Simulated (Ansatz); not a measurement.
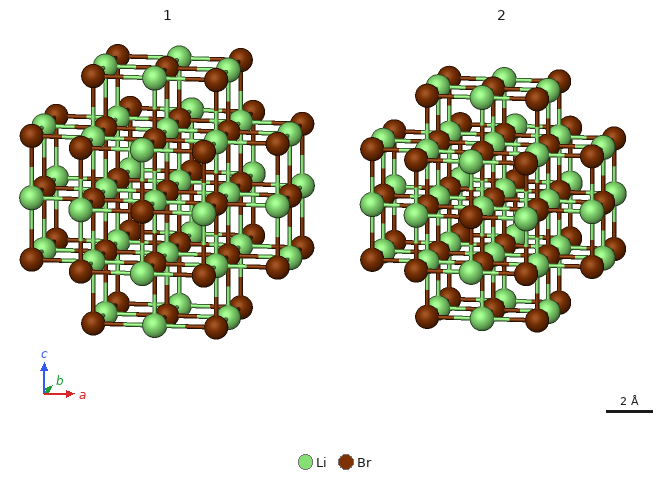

Two geometries of crystalline LiBr (built on the rocksalt type), drawn at one scale. One is the start of a relaxation, the other its converged end. A ball-and-stick model of the conventional cell (4 times the calculation's cell), seen slightly off an axis. Lengths and directions refer to the drawn axes.

These are results of Ansatz, DFT, PBE, plane waves, PAW, not measurements. (plane-wave cutoff 420 eV; k-point mesh 8 × 8 × 8; occupations fermi dirac; smearing width 0.02 eV; no spin polarisation; cell and atoms relaxed; force threshold 0.005 eV/Å)

Question: Which geometry has the lower energy?

Answer: Structure 1 is the relaxed one. No atom moves by more than 0.005 Å relative to the cell. The volume changes by +40.0 %, with a = b = c 4.926 → 5.510 Å (+11.9 %). Among the contacts that change: Br–Li 2.463 → 2.755 Å. The space group stays Fm-3m (No. 225). After 5 accepted moves (7 points after the start) the energy has fallen by 250 meV per atom. All forces vanish by symmetry, so only the cell relaxes. Pressure: 18.07 GPa at the start and 0.01 GPa at the end. At 2 points the geometry stayed and the basis and grid were re-selected for the new cell (energy shift of 1.5 meV per atom at most each time).
